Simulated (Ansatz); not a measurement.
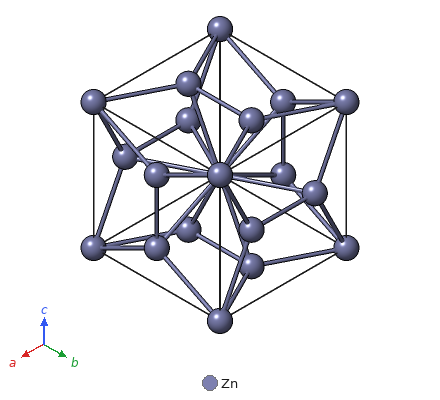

The structure, seen along [111]; the drawing may span several cells.

Given this structure, the input geometry of an electronic-structure calculation (not necessarily at equilibrium); the starting structure was generated, so it need not be a known form of this composition, written in its standard cell:

```yaml
crystal:
  lattice:
    - [4.85355, 0.00000, 0.00000]
    - [0.00000, 4.85355, 0.00000]
    - [0.00000, 0.00000, 4.85355]
  atoms:
    - { symbol: Zn, position: [0.00000, 0.00000, 0.00000] }
    - { symbol: Zn, position: [0.50000, 0.50000, 0.50000] }
    - { symbol: Zn, position: [0.25000, 0.00000, 0.50000] }
    - { symbol: Zn, position: [0.75000, 0.00000, 0.50000] }
    - { symbol: Zn, position: [0.50000, 0.25000, 0.00000] }
    - { symbol: Zn, position: [0.50000, 0.75000, 0.00000] }
    - { symbol: Zn, position: [0.00000, 0.50000, 0.25000] }
    - { symbol: Zn, position: [0.00000, 0.50000, 0.75000] }
```

Predict the [111] zone-axis pattern (120 kV, kinematic, B = 0.5 Å²).

The spots form a hexagonal net with both shortest vectors at d = 3.43 Å, 60.0° apart. They are -1 0 1 (itself too weak to see) and 0 -1 1 (itself too weak to see). The pattern has symmetry 6mm. Reflections such as 0 1 -1, 1 -1 0, 1 0 -1 are allowed but too weak to see at this display level.

Strongest reflections with d > 1.05 Å, one of each family (|F|² from tabulated Gaussian fits of the electron scattering factors, times a small damping for the curvature of the Ewald sphere):

```json
{"hkl": "2 -1 -1", "d (Å)": "1.981", "I (strongest = 100)": "100"}
{"hkl": "3 -1 -2", "d (Å)": "1.297", "I (strongest = 100)": "43"}
```

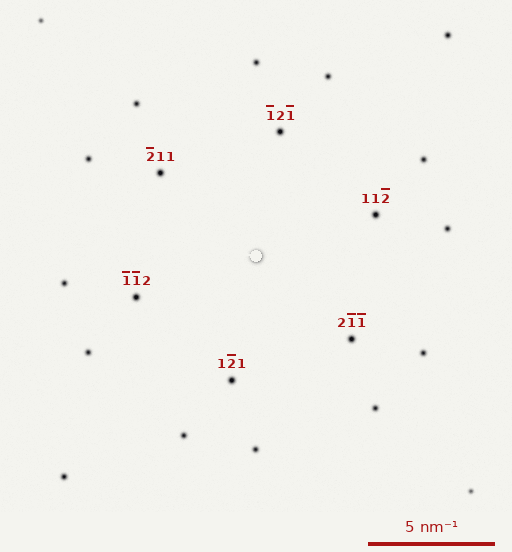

Calculated pattern, seen from the source side with [111] pointing towards the source.
